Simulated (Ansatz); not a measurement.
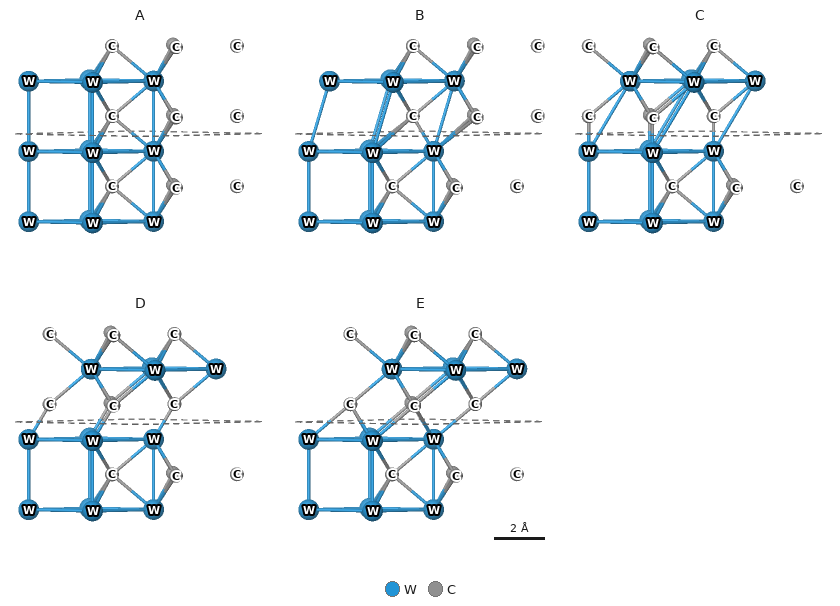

A scan of solid WC (P-6m2) along one coordinate. Style: ball-and-stick. Shown: the layers on both sides of the dashed plane, from the side, nearly along that plane.

Level of theory: Ansatz 0.2.0, DFT r2SCAN, scalar-relativistic, plane waves, PAW. Settings: plane-wave cutoff 500 eV; k-point mesh 23 × 23 × 7; occupations gaussian; smearing width 0.15 eV; no spin polarisation. Energies (free energies at the smearing named) are counted from the relaxed crystal.

> What is being scanned?

The crystal above a cut along the (0 0 1) plane of the conventional cell (between a plane of W below and one of C above, 1.42 Å apart) is slid rigidly by fractions of an in-plane lattice vector 5.04 Å long (a generalised stacking fault). In the frames the slip is 0.00 (A), 0.167 (B), 0.333 (C), 0.50 (D), 0.667 (E). One cut stands in each cell, which starts 8.5 Å high; nothing is relaxed, and the dashed outline marks the cut. Their energies are 0 mJ/m², 8258 mJ/m², 21110 mJ/m², 8338 mJ/m², 2370 mJ/m².
